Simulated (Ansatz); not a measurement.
**Run report: Ga15As17 (charge +1), geometry relaxation (part 1 of 4)**

- system: Ga15As17 (defect cell, 32 atoms in the cell, total charge +1)
- method: DFT LDA, scalar-relativistic, plane waves, PAW, spin-polarised (Ansatz 0.2.0)

The structure derives from a Materials Project entry. It belongs to a series of runs on one base structure; here: As on a Ga site (a), charge +1, atoms relaxed at the host's cell.

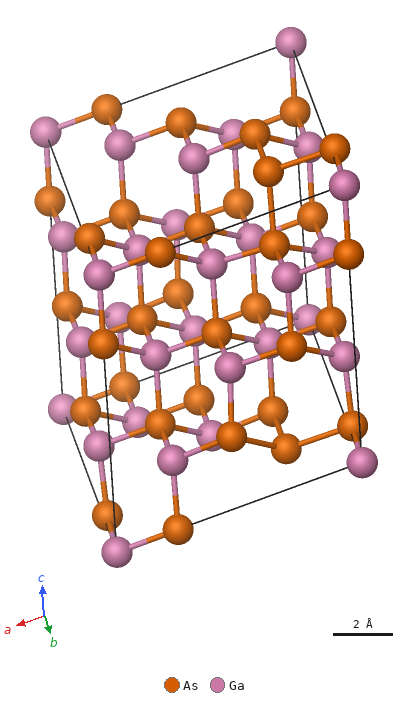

Figure 1. The structure as given in the input (ball-and-stick view of the cell of the calculation, seen at an oblique angle). Near neighbours in the crystal (not all of them lie inside the picture): As has 4 As at 2.56 to 2.58 Å; Ga has 4 As at 2.37 to 2.44 Å; As has 1 As at 2.56 to 2.58 Å and 3 Ga at 2.37 to 2.44 Å; As has 4 Ga at 2.42 Å.

**Input file**
```yaml
crystal:
  lattice:
    - [-5.6033815718, -5.6033815718, 5.6033815718]
    - [5.6033815718, -5.6033815718, -5.6033815718]
    - [5.6033815718, 5.6033815718, 5.6033815718]
  atoms:
    - { symbol: As, position: [0.2546422563, 0.7547945953, 0.0045542141], spin: 0.2 }
    - { symbol: Ga, position: [-0.0006275119, 0.7507038411, 0.252957528] }
    - { symbol: Ga, position: [0.5027942502, 0.4997807648, 0.0004002244] }
    - { symbol: Ga, position: [0.2502333153, 0.4998244759, 0.2529354216] }
    - { symbol: Ga, position: [-0.0025438632, 0.4980007827, 0.4968466704] }
    - { symbol: Ga, position: [0.7504011835, 0.7509627482, 0.500519684] }
    - { symbol: Ga, position: [0.5027857153, 0.7507062679, 0.7494625255] }
    - { symbol: Ga, position: [-0.0006867586, 0.0033219867, 0.000374762] }
    - { symbol: Ga, position: [0.7503182096, 0.2508330464, 0.0005175672] }
    - { symbol: Ga, position: [0.5011633081, 0.2542966679, 0.2512819414] }
    - { symbol: Ga, position: [0.2503760826, 0.2508605884, 0.5004402763] }
    - { symbol: Ga, position: [-0.002428773, 0.2473725175, 0.7477266061] }
    - { symbol: Ga, position: [0.7467109249, 0.4980838316, 0.747729599] }
    - { symbol: Ga, position: [0.7538385726, 0.0015773588, 0.2512832183] }
    - { symbol: Ga, position: [0.5011508348, 0.0016127909, 0.5040423192] }
    - { symbol: Ga, position: [0.2501653607, 0.0032492105, 0.7493929526] }
    - { symbol: As, position: [0.2490154013, 0.7508265474, 0.7353420297], spin: 0.2 }
    - { symbol: As, position: [-0.0170585862, 0.7467667621, -0.0048544357], spin: 0.2 }
    - { symbol: As, position: [0.4989518306, 0.4999509254, 0.7496286436] }
    - { symbol: As, position: [0.2516901473, 0.489086108, 0.0014928129], spin: 0.2 }
    - { symbol: As, position: [-0.0005598346, 0.4999191363, 0.2491239563] }
    - { symbol: As, position: [0.7497466712, 0.7506670663, 0.251220763] }
    - { symbol: As, position: [0.5011027129, 0.7506887312, 0.4998641478] }
    - { symbol: As, position: [-0.0005148131, -0.0003848771, 0.749644711] }
    - { symbol: As, position: [0.7507195658, 0.2512858021, 0.7518429043] }
    - { symbol: As, position: [0.5010255848, 0.2501255597, 0.0003185783] }
    - { symbol: As, position: [0.25025098, 0.2502148585, 0.2511958257] }
    - { symbol: As, position: [0.0016562628, 0.2512229412, 0.5008519199] }
    - { symbol: As, position: [0.7507026021, 0.5022010219, 0.5009115888] }
    - { symbol: As, position: [0.7496894885, 0.0015688667, 0.0003640291] }
    - { symbol: As, position: [0.5160338934, 0.0203404707, 0.269871523], spin: 0.2 }
    - { symbol: As, position: [0.2502313993, 0.0016013071, 0.4998421849] }
  host:
    lattice:
      - [0.0, 2.8016907859, 2.8016907859]
      - [2.8016907859, 0.0, 2.8016907859]
      - [2.8016907859, 2.8016907859, 0.0]
    atoms:
      - { symbol: Ga, position: [0.0, 0.0, 0.0] }
      - { symbol: As, position: [0.75, 0.75, 0.75] }
total_charge: 1
basis:
  ecutwfc: 420
  xc_grid: 2
kpoints:
  mp_grid: { grid: [3, 3, 3], shift: [0.0, 0.0, 0.0] }
hamiltonian:
  xc: lda
scf:
  occupations: { method: gaussian, width: 0.02 }
output:
  forces: true
  stress: false
  eigenvalues: true
  populations: true
  charged_corrections:
    defect_position: [0.25, 0.75, 0.0]
    epsilon: [[15.8256, 0.0, 0.0], [0.0, 15.8256, 0.0], [0.0, 0.0, 15.8256]]
  write_density: true
  write_potential: true
  elf: true
  volumetric_format: npy
magnetization:
  spin_polarized: true
relax:
  adjacent_minimum: "off"
  f_tol: 0.025
  max_steps: 45
```

Run on 4 threads of Intel Xeon @ 2.70GHz, 189 GiB of memory available, shared host.

Launch command:
```bash
ansatz run input.yaml --threads 4 --pin off --max-ram 8192MiB --backend cpu --events-out ev --progress --plain --runs-dir out
```

**The program's output**
```
Engine: ansatz 0.2.0, x86_64-unknown-linux-gnu
Pseudopotentials: kind: paw
Pseudopotential: As, paw, valence charge 15, recommended cutoff 420 eV (normal), As.paw.azcp
Pseudopotential: Ga, paw, valence charge 13, recommended cutoff 420 eV (normal), Ga.paw.azcp
Functional definition: SPW92
  exchange = slater_x
  correlation = pw_c
Crystal: 32 atoms, lattice volume = 703.737 Å³
Basis set: ecut = 420 eV, 13811 PW (Γ), exchange–correlation on 144×144×144 points (8 copies of the dense FFT grid, shifted against one another)
Bands: 270, of which v1, the nominal top of the filled ones, is band 225 counted from 1 (224 counted from 0)
Symmetry: 1 space group operations
Space group: P1 (ITA 1), of the structure as read, at distance tolerance 8.9e-5 Å
Magnetic group: BNS 1.1 (UNI 1), of the structure as read, at distance tolerance 8.9e-5 Å
k-points: 14 of 27 (time reversal used)
Non-local potential: As, projectors of the file, l = 0: 2, l = 1: 2, l = 2: 3, l = 3: 1
Non-local potential: Ga, projectors of the file, l = 0: 2, l = 1: 2, l = 2: 3, l = 3: 1
PAW form: soft (Blöchl's): semilocal exchange-correlation on the pseudo side does not see the compensation charge
PAW frozen core: As, regenerated for the run's functional, and the local potential with it (the file was generated under x = pbe(κ = 0.804, μ = 0.2195149727645171), c = pbe(β = 0.06672455060314922))
PAW frozen core: Ga, regenerated for the run's functional, and the local potential with it (the file was generated under x = pbe(κ = 0.804, μ = 0.2195149727645171), c = pbe(β = 0.06672455060314922))
PAW one-centre angular grid: As, 590 points (default); XC on 64 Gauss nodes
PAW one-centre angular grid: Ga, 590 points (default); XC on 64 Gauss nodes
Initial density: superposition of atomic densities (chi_scale 0.1, normalization cell)
Starting moments: Σ|m| = 1 μB on 5 of 32 sites
Initial wavefunctions: pseudopotential atomic-orbital guess
Functional: x = slater, c = lda
iter 1 solved again at ethr=2.85e-3 eV; its pass at ethr=3.10e-3 eV (dr2=1.28e1 eV) is discarded
SCF iter   1: F=—  HF=-136778.175100 eV  |F-HF|=—  |Δ(HF+E_count)|=         —  Δρ=2.02e-2 (↑1.96e-2 ↓2.02e-2)  dr2=1.28e1  dr2_m=2.47e-1  M=0.111 μB ∫|m|=0.132 μB  β_m=0.30  ethr=2.85e-3  ⟨swp⟩=1.0  Hψ=35988  notcnv=0
preconditioner: auto → Kerker (q_TF=auto, 2.531 Å⁻¹)  [metal: Δε(μ)=0.008 eV  Ē_g=14.234 eV  σ=0.020 eV  W_gap=0.22  n_scr=200 (ndim 8)  ℏωp=23.4 eV  f_vac=0.001  D(μ)=9.29/eV (n_scr^D=42)]
spin=Collinear: Kerker preconditioning applied to the charge; magnetization (m = ρ↑ − ρ↓) channel mixes plain (no charge-response kernel on spin).
SCF iter   2: F=—  HF=-136776.535829 eV  |F-HF|=—  |Δ(HF+E_count)|=    1.64e0  Δρ=1.55e-2 (↑1.51e-2 ↓1.55e-2)  dr2=7.81e0  dr2_m=1.22e-1  M=0.109 μB ∫|m|=0.122 μB  β_m=0.30  ethr=2.85e-3  ⟨swp⟩=1.2  Hψ=7567  notcnv=0
preconditioner: auto → Resta (q_TF=auto, 2.531 Å⁻¹)  ε∞=3.7  [insulator: Δε(μ)=0.152 eV  Ē_g=14.336 eV  σ=0.020 eV  W_gap=0.51  n_scr=200 (ndim 8)  ℏωp=23.4 eV  f_vac=0.001  D(μ)=9.90/eV (n_scr^D=54)  ε∞_Penn≈3.7]
spin=Collinear: Resta preconditioning applied to the charge; magnetization (m = ρ↑ − ρ↓) channel mixes plain (no charge-response kernel on spin).
SCF iter   3: F=—  HF=-136774.219749 eV  |F-HF|=—  |Δ(HF+E_count)|=    2.32e0  Δρ=4.54e-3 (↑4.24e-3 ↓4.54e-3)  dr2=4.31e-1  dr2_m=6.02e-2  M=0.105 μB ∫|m|=0.114 μB  β_m=0.30  ethr=1.74e-3  ⟨swp⟩=3.9  Hψ=12196  notcnv=0  defer=6
SCF iter   4: F=—  HF=-136774.068000 eV  |F-HF|=—  |Δ(HF+E_count)|=   1.52e-1  Δρ=3.23e-3 (↑3.01e-3 ↓3.23e-3)  dr2=1.20e-1  dr2_m=2.98e-2  M=0.098 μB ∫|m|=0.106 μB  β_m=0.30  ethr=9.60e-5  ⟨swp⟩=2.1  Hψ=14966  notcnv=0  defer=1133
SCF iter   5: F=—  HF=-136774.061090 eV  |F-HF|=—  |Δ(HF+E_count)|=   6.91e-3  Δρ=1.90e-3 (↑1.81e-3 ↓1.90e-3)  dr2=2.11e-2  dr2_m=1.47e-2  M=0.091 μB ∫|m|=0.097 μB  β_m=0.30  ethr=2.66e-5  ⟨swp⟩=2.0  Hψ=8352  notcnv=0  defer=1144
SCF iter   6: F=—  HF=-136774.059434 eV  |F-HF|=—  |Δ(HF+E_count)|=   1.66e-3  Δρ=1.14e-3 (↑1.13e-3 ↓1.14e-3)  dr2=2.84e-3  dr2_m=7.31e-3  M=0.083 μB ∫|m|=0.088 μB  β_m=0.30  ethr=4.69e-6  ⟨swp⟩=2.0  Hψ=12832  notcnv=0  defer=1144
SCF iter   7: F=—  HF=-136774.060142 eV  |F-HF|=—  |Δ(HF+E_count)|=   7.07e-4  Δρ=7.66e-4 (↑7.66e-4 ↓7.62e-4)  dr2=3.04e-4  dr2_m=3.63e-3  M=0.075 μB ∫|m|=0.080 μB  β_m=0.30  ethr=6.33e-7  ⟨swp⟩=2.0  Hψ=12782  notcnv=0  defer=1144
Mixer restart at iter 7: flushing history
spin-set hold released at iteration 7 (site moments contracting): the magnetisation degrees of freedom join the quasi-Newton model from the next iteration; the mixer history was flushed
SCF iter   8: F=—  HF=-136774.060258 eV  |F-HF|=—  |Δ(HF+E_count)|=   1.17e-4  Δρ=5.40e-4 (↑5.39e-4 ↓5.40e-4)  dr2=1.57e-4  dr2_m=1.81e-3  M=0.068 μB ∫|m|=0.073 μB  β_m=0.64  ethr=6.77e-8  ⟨swp⟩=2.0  Hψ=10972  notcnv=0  defer=1144
SCF iter   9: F=—  HF=-136774.060626 eV  |F-HF|=—  |Δ(HF+E_count)|=   3.67e-4  Δρ=5.10e-5 (↑5.10e-5 ↓5.10e-5)  dr2=2.17e-5  dr2_m=1.32e-5  M=0.041 μB ∫|m|=0.044 μB  β_m=0.59  ethr=3.50e-8  ⟨swp⟩=2.0  Hψ=12716  notcnv=0  defer=1144
SCF iter  10: F=—  HF=-136774.060622 eV  |F-HF|=—  |Δ(HF+E_count)|=   3.94e-6  Δρ=3.58e-5 (↑3.58e-5 ↓3.55e-5)  dr2=2.88e-6  dr2_m=7.72e-6  M=0.034 μB ∫|m|=0.037 μB  β_m=0.80  ethr=3.48e-9  ⟨swp⟩=15.2  Hψ=79451  notcnv=0
SCF iter  11: F=—  HF=-136774.060641 eV  |F-HF|=—  |Δ(HF+E_count)|=   1.90e-5  Δρ=2.00e-5 (↑1.88e-5 ↓2.00e-5)  dr2=1.01e-6  dr2_m=2.35e-6  M=0.021 μB ∫|m|=0.022 μB  β_m=0.90  ethr=6.42e-10  ⟨swp⟩=10.2  Hψ=66924  notcnv=0
SCF iter  12: F=—  HF=-136774.060648 eV  |F-HF|=—  |Δ(HF+E_count)|=   7.48e-6  Δρ=8.86e-6 (↑8.86e-6 ↓8.20e-6)  dr2=4.54e-7  dr2_m=4.17e-7  M=0.009 μB ∫|m|=0.010 μB  β_m=0.85  ethr=2.24e-10  ⟨swp⟩=10.4  Hψ=67053  notcnv=0
SCF iter  13: F=—  HF=-136774.060649 eV  |F-HF|=—  |Δ(HF+E_count)|=   1.00e-6  Δρ=4.15e-6 (↑4.15e-6 ↓4.08e-6)  dr2=9.38e-8  dr2_m=8.96e-8  M=0.004 μB ∫|m|=0.005 μB  β_m=0.92  ethr=1.01e-10  ⟨swp⟩=9.2  Hψ=59635  notcnv=0
SCF iter  14: F=-136774.060649 eV  HF=-136774.060650 eV  |F-HF|=9.04e-8  |Δ(HF+E_count)|=   3.89e-7  Δρ=1.72e-6 (↑1.72e-6 ↓1.70e-6)  dr2=5.88e-8  dr2_m=6.86e-9  M=0.001 μB ∫|m|=0.001 μB  ethr=2.09e-11  ⟨swp⟩=8.1  Hψ=47055  notcnv=0
WARN: the starting moments were not kept: the SCF closed with an absolute magnetisation of 1.2e-3 μB, where they sum to 1 μB in size (5 sites). That is at most 0.1 of that sum. Measured as dr2_m measures the in/out step, that magnetisation stands 3.6e-8 eV from none, at or under the dr2_threshold of 1.6e-5 eV: it is no larger than a step whose dr2_m would equal this threshold. The system may hold no moment; this SCF shows only that its start led to no more than that. To try another start: raise the starting moments (crystal.atoms[].spin, magnetization.per_species, magnetization.initial_magnetization, or on a non-collinear deck that types none of these the spinor_matrix: blocks that start its atoms; where the total moment is fixed, keep their sum and leave initial_magnetization as it is; typed ones take the place of any that the run laid by itself, positive ones on a crystal's lanthanoids without a Hubbard term where scf.initial_density.shell_occupations: [] is typed) or, if the notice of its spin-set hold's release reads "site moments contracting" or "site moments show no strong build", lengthen the hold (scf.mixing.spin_hold: { on: { confirm: 4 } }; for m-r²SCAN on two components see the key's manual first). Each may lead to a state that holds a moment. A second SCF, from the converged charge density, with the starting moments and any scf.initial_density.shell_occupations laid on it anew, would have followed, and was not run: the deck does not ask for one (magnetization.retry_lost_moments is false, the default). To let it run, set magnetization.retry_lost_moments: true and run the deck again, where that key's refused combinations let it; where memory then withholds it, that run's warning says so.
SCF 1 converged in 14 iterations: F = -136774.060649 eV  dr2 = 5.88e-8
  greatest PAW one-centre occupation: 0.999 electrons in one spin orbital (limit 2), on the As atom at site 0 (counted from 0), in its partial waves of l = 2
relax step   1: F+E_penalty+E_count = -136774.06064949 eV  Δ(F+E_penalty+E_count) = +0.000e0 eV  max|allowed force component| = 6.404e-1 eV/Å  Δτ_max = 0.0000 Å  (14 SCF iters, dr2 threshold 1.56e-5 eV, accepted)
Initial density: handed on by an earlier stage of this run
Starting moments: Σ|m| = 1 μB on 5 of 32 sites; this step starts from the density that it was given
Initial wavefunctions: those handed on with the density
iter 1 solved again at ethr=6.92e-6 eV; its pass at ethr=3.10e-3 eV (dr2=3.11e-2 eV) is discarded
SCF iter   1: F=—  HF=-136774.166515 eV  |F-HF|=—  |Δ(HF+E_count)|=         —  Δρ=1.78e-3 (↑1.23e-3 ↓1.78e-3)  dr2=3.28e-2  dr2_m=6.67e-3  M=0.015 μB ∫|m|=0.027 μB  β_m=0.30  ethr=6.92e-6  ⟨swp⟩=2.0  Hψ=22253  notcnv=0  defer=1132
preconditioner: auto → Resta (q_TF=auto, 2.531 Å⁻¹)  ε∞=3.7  [insulator: Δε(μ)=0.189 eV  Ē_g=14.350 eV  σ=0.020 eV  W_gap=0.78  n_scr=200 (ndim 8)  ℏωp=23.4 eV  f_vac=0.068  D(μ)=12.41/eV (n_scr^D=78)  ε∞_Penn≈3.7]
spin=Collinear: Resta preconditioning applied to the charge; magnetization (m = ρ↑ − ρ↓) channel mixes plain (no charge-response kernel on spin).
SCF iter   2: F=—  HF=-136774.163120 eV  |F-HF|=—  |Δ(HF+E_count)|=   3.40e-3  Δρ=1.24e-3 (↑8.77e-4 ↓1.24e-3)  dr2=1.34e-2  dr2_m=3.35e-3  M=0.014 μB ∫|m|=0.022 μB  β_m=0.59  ethr=6.92e-6  ⟨swp⟩=2.0  Hψ=7629  notcnv=0  defer=1132
SCF iter   3: F=—  HF=-136774.161924 eV  |F-HF|=—  |Δ(HF+E_count)|=   1.20e-3  Δρ=1.69e-4 (↑1.67e-4 ↓1.69e-4)  dr2=3.73e-4  dr2_m=5.86e-5  M=0.008 μB ∫|m|=0.009 μB  β_m=0.64  ethr=2.97e-6  ⟨swp⟩=2.0  Hψ=12800  notcnv=0  defer=1132
SCF iter   4: F=—  HF=-136774.161920 eV  |F-HF|=—  |Δ(HF+E_count)|=   4.15e-6  Δρ=4.67e-5 (↑4.67e-5 ↓3.90e-5)  dr2=4.66e-5  dr2_m=1.35e-6  M=0.006 μB ∫|m|=0.006 μB  β_m=0.67  ethr=8.30e-8  ⟨swp⟩=2.0  Hψ=12716  notcnv=0  defer=1132
iter 5 did not close the SCF: its close was put off for a magnetic moment that had not settled (scf_convergence_deferred on its scf_iter line)
SCF iter   5: F=-136774.161912 eV  HF=-136774.161914 eV  |F-HF|=1.46e-6  |Δ(HF+E_count)|=   6.22e-6  Δρ=1.61e-5 (↑1.39e-5 ↓1.61e-5)  dr2=4.36e-6  dr2_m=3.29e-7  M=0.004 μB ∫|m|=0.004 μB  β_m=0.71  ethr=5.71e-9  ⟨swp⟩=15.2  Hψ=73802  notcnv=0
SCF iter   6: F=-136774.161913 eV  HF=-136774.161914 eV  |F-HF|=6.14e-7  |Δ(HF+E_count)|=   1.70e-7  Δρ=6.17e-6 (↑5.79e-6 ↓6.17e-6)  dr2=6.20e-7  dr2_m=7.77e-8  M=0.003 μB ∫|m|=0.003 μB  ethr=9.71e-10  ⟨swp⟩=7.2  Hψ=54055  notcnv=0
the starting moments were not kept: the SCF closed with an absolute magnetisation of 2.9e-3 μB, where they sum to 1 μB in size (5 sites). That is at most 0.1 of that sum. Measured as dr2_m measures the in/out step, that magnetisation stands 1.9e-7 eV from none, at or under the dr2_threshold of 2.6e-5 eV: it is no larger than a step whose dr2_m would equal this threshold.
SCF 2 converged in 6 iterations: F = -136774.161913 eV  dr2 = 6.20e-7
relax step   2: F+E_penalty+E_count = -136774.16191320 eV  Δ(F+E_penalty+E_count) = -1.013e-1 eV  max|allowed force component| = 1.288e-1 eV/Å  Δτ_max = 0.0946 Å  (6 SCF iters, dr2 threshold 2.56e-5 eV, accepted)
SCF iter   1: F=—  HF=-136774.168803 eV  |F-HF|=—  |Δ(HF+E_count)|=         —  Δρ=4.00e-4 (↑3.84e-4 ↓4.00e-4)  dr2=1.72e-3  dr2_m=9.19e-5  M=0.002 μB ∫|m|=0.003 μB  β_m=0.30  ethr=4.66e-6  ⟨swp⟩=3.0  Hψ=13095  notcnv=0  defer=1148
preconditioner: auto → Resta (q_TF=auto, 2.531 Å⁻¹)  ε∞=3.7  [insulator: Δε(μ)=0.197 eV  Ē_g=14.349 eV  σ=0.020 eV  W_gap=0.82  n_scr=200 (ndim 8)  ℏωp=23.4 eV  f_vac=0.068  D(μ)=12.75/eV (n_scr^D=78)  ε∞_Penn≈3.7]
spin=Collinear: Resta preconditioning applied to the charge; magnetization (m = ρ↑ − ρ↓) channel mixes plain (no charge-response kernel on spin).
SCF iter   2: F=—  HF=-136774.168609 eV  |F-HF|=—  |Δ(HF+E_count)|=   1.95e-4  Δρ=2.82e-4 (↑2.71e-4 ↓2.82e-4)  dr2=7.77e-4  dr2_m=4.63e-5  M=0.002 μB ∫|m|=0.003 μB  β_m=0.62  ethr=3.83e-7  ⟨swp⟩=1.0  Hψ=8708  notcnv=0  defer=1148
SCF iter   3: F=—  HF=-136774.168677 eV  |F-HF|=—  |Δ(HF+E_count)|=   6.84e-5  Δρ=3.04e-5 (↑2.99e-5 ↓3.04e-5)  dr2=1.92e-5  dr2_m=3.85e-7  M=0.001 μB ∫|m|=0.001 μB  β_m=0.66  ethr=1.73e-7  ⟨swp⟩=2.0  Hψ=12700  notcnv=0  defer=1148
SCF iter   4: F=—  HF=-136774.168676 eV  |F-HF|=—  |Δ(HF+E_count)|=   1.51e-6  Δρ=9.74e-6 (↑9.74e-6 ↓9.62e-6)  dr2=2.92e-6  dr2_m=1.89e-8  M=0.001 μB ∫|m|=0.001 μB  β_m=0.68  ethr=4.28e-9  ⟨swp⟩=2.0  Hψ=12700  notcnv=0  defer=1148
iter 5 did not close the SCF: its close was put off for a magnetic moment that had not settled (scf_convergence_deferred on its scf_iter line)
SCF iter   5: F=-136774.168675 eV  HF=-136774.168675 eV  |F-HF|=1.73e-7  |Δ(HF+E_count)|=   5.81e-7  Δρ=3.52e-6 (↑3.50e-6 ↓3.52e-6)  dr2=2.77e-7  dr2_m=5.61e-9  M=0.001 μB ∫|m|=0.001 μB  β_m=0.69  ethr=2.31e-10  ⟨swp⟩=13.6  Hψ=67051  notcnv=0
SCF iter   6: F=-136774.168675 eV  HF=-136774.168675 eV  |F-HF|=3.27e-8  |Δ(HF+E_count)|=   2.69e-8  Δρ=1.51e-6 (↑1.51e-6 ↓1.48e-6)  dr2=5.36e-8  dr2_m=2.17e-9  M=0.001 μB ∫|m|=0.001 μB  ethr=6.16e-11  ⟨swp⟩=5.5  Hψ=43956  notcnv=0
the starting moments were not kept: the SCF closed with an absolute magnetisation of 5.4e-4 μB, where they sum to 1 μB in size (5 sites). That is at most 0.1 of that sum. Measured as dr2_m measures the in/out step, that magnetisation stands 6.7e-9 eV from none, at or under the dr2_threshold of 1.0e-6 eV: it is no larger than a step whose dr2_m would equal this threshold.
SCF 3 converged in 6 iterations: F = -136774.168675 eV  dr2 = 5.36e-8
relax step   3: F+E_penalty+E_count = -136774.16867502 eV  Δ(F+E_penalty+E_count) = -6.762e-3 eV  max|allowed force component| = 3.654e-3 eV/Å  Δτ_max = 0.0172 Å  (6 SCF iters, dr2 threshold 1.04e-6 eV, accepted)
iter 1 solved again at ethr=1.19e-11 eV; its pass at ethr=3.10e-3 eV (dr2=5.36e-8 eV) is discarded
SCF iter   1: F=—  HF=-136774.168675 eV  |F-HF|=—  |Δ(HF+E_count)|=         —  Δρ=1.51e-6 (↑1.51e-6 ↓1.48e-6)  dr2=5.36e-8  dr2_m=2.17e-9  M=0.001 μB ∫|m|=0.001 μB  β_m=0.30  ethr=1.19e-11  ⟨swp⟩=1.0  Hψ=17640  notcnv=0
preconditioner: auto → Resta (q_TF=auto, 2.531 Å⁻¹)  ε∞=3.7  [insulator: Δε(μ)=0.198 eV  Ē_g=14.348 eV  σ=0.020 eV  W_gap=0.82  n_scr=200 (ndim 8)  ℏωp=23.4 eV  f_vac=0.068  D(μ)=12.75/eV (n_scr^D=78)  ε∞_Penn≈3.7]
spin=Collinear: Resta preconditioning applied to the charge; magnetization (m = ρ↑ − ρ↓) channel mixes plain (no charge-response kernel on spin).
iter 2 did not close the SCF: its close was put off for a magnetic moment that had not settled (scf_convergence_deferred on its scf_iter line)
SCF iter   2: F=-136774.168675 eV  HF=-136774.168675 eV  |F-HF|=5.06e-9  |Δ(HF+E_count)|=   8.67e-9  Δρ=1.05e-6 (↑1.05e-6 ↓1.03e-6)  dr2=2.69e-8  dr2_m=1.63e-9  M=0.000 μB ∫|m|=0.000 μB  β_m=0.44  ethr=1.19e-11  ⟨swp⟩=6.7  Hψ=40023  notcnv=0
iter 3 did not close the SCF: its close was put off for a magnetic moment that had not settled (scf_convergence_deferred on its scf_iter line)
SCF iter   3: F=-136774.168675 eV  HF=-136774.168675 eV  |F-HF|=2.82e-9  |Δ(HF+E_count)|=   6.90e-9  Δρ=6.16e-7 (↑6.16e-7 ↓5.94e-7)  dr2=8.77e-9  dr2_m=8.98e-10  M=0.000 μB ∫|m|=0.000 μB  β_m=0.68  ethr=6.00e-12  ⟨swp⟩=4.5  Hψ=42003  notcnv=0
SCF iter   4: F=-136774.168675 eV  HF=-136774.168675 eV  |F-HF|=1.46e-10  |Δ(HF+E_count)|=   4.83e-9  Δρ=1.95e-7 (↑1.94e-7 ↓1.95e-7)  dr2=1.80e-10  dr2_m=2.05e-10  M=0.000 μB ∫|m|=0.000 μB  ethr=1.95e-12  ⟨swp⟩=4.5  Hψ=37832  notcnv=0
the starting moments were not kept: the SCF closed with an absolute magnetisation of 1.8e-4 μB, where they sum to 1 μB in size (5 sites). That is at most 0.1 of that sum. Measured as dr2_m measures the in/out step, that magnetisation stands 7.7e-10 eV from none, at or under the dr2_threshold of 1.0e-7 eV: it is no larger than a step whose dr2_m would equal this threshold.
SCF 4 converged in 4 iterations: F = -136774.168675 eV  dr2 = 1.80e-10
relax step   4: F+E_penalty+E_count = -136774.16867505 eV  Δ(F+E_penalty+E_count) = -3.586e-8 eV  max|allowed force component| = 3.651e-3 eV/Å  Δτ_max = 0.0000 Å  (4 SCF iters, accepted)
```
